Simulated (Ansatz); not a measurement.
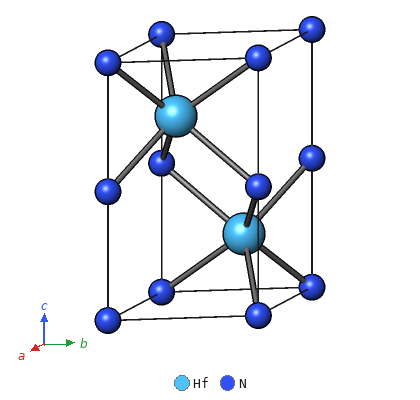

HfN, space group P6_3/mmc (No. 194), a = 3.103 Å, b = 3.103 Å, c = 5.352 Å, α = 90.00°, β = 90.00°, γ = 120.00°. Origin: coordinates from a relaxation with DFT LDA, scalar-relativistic, plane waves, PAW (Ansatz 0.2.0). Forms under 0.4 % of the area are left out.

> Which faces does the BFDH rule predict for this crystal?

The forms computed, by share of the surface:

```
 form  faces  d (Å)  share of area (%)
{100}      6  2.687               39.4
{101}     12  2.401               38.6
{002}      2  2.676               22.0
```

The crystal is roughly equant (blocky). Widths along a, b and c stand as 1.00 : 1.00 : 0.87.

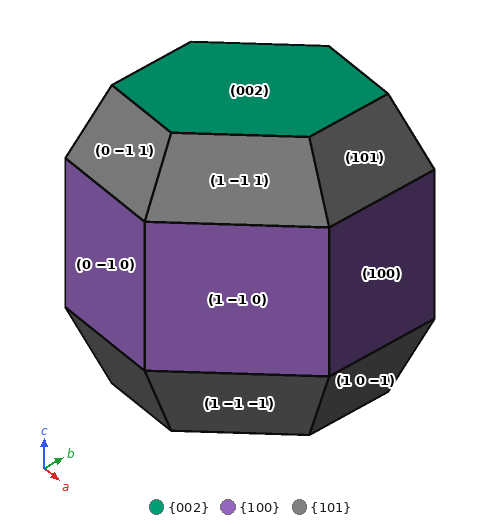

The computed shape, faces indexed. The rule is geometric and ignores bonding and growth conditions.
